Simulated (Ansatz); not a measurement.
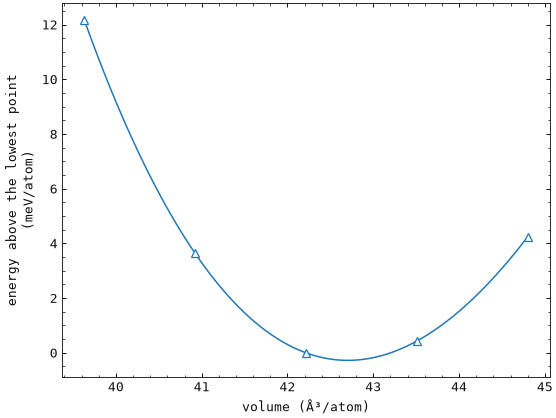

The figure shows the energy above the lowest point against volume for Br, space group Fd-3m (No. 227) (one of a set of cubic test structures, which need not be the stable phase).

How it was computed, with Ansatz 0.2.0 development build: equation of state of a cubic crystal from periodic Kohn-Sham density functional theory without spin, third-order Birch-Murnaghan fit to the free energies; pressure corrected for the finite basis. Level: r2SCAN.

```tsv
setting	value
structure type	diamond
atoms in cell	2
space group number	227
lattice centring	face-centred primitive
k mesh	9×9×9
occupation method	Fermi–Dirac
occupation width	0.1 eV
wave cutoff	500 eV
datasets	soft-1 PAW
density tolerance	1e-07 eV
bands	11
density cutoff ratio	4
search for lower states	default
```

From this curve and the settings, what does the calculation give for the pressure at the same points?

The pressure falls from 1.401 GPa at volume 39.63 Å³/atom to −0.660 GPa at 44.80 Å³/atom, and changes sign near 42.7 Å³/atom.

```json
{"volume (Å³/atom)": "39.63", "pressure (GPa)": "1.401"}
{"volume (Å³/atom)": "40.92", "pressure (GPa)": "0.740"}
{"volume (Å³/atom)": "42.22", "pressure (GPa)": "0.180"}
{"volume (Å³/atom)": "43.51", "pressure (GPa)": "-0.280"}
{"volume (Å³/atom)": "44.80", "pressure (GPa)": "-0.660"}
```

Keep in mind: cubic model structure, not the ambient form; no spin polarisation, a magnetic state may lie lower.
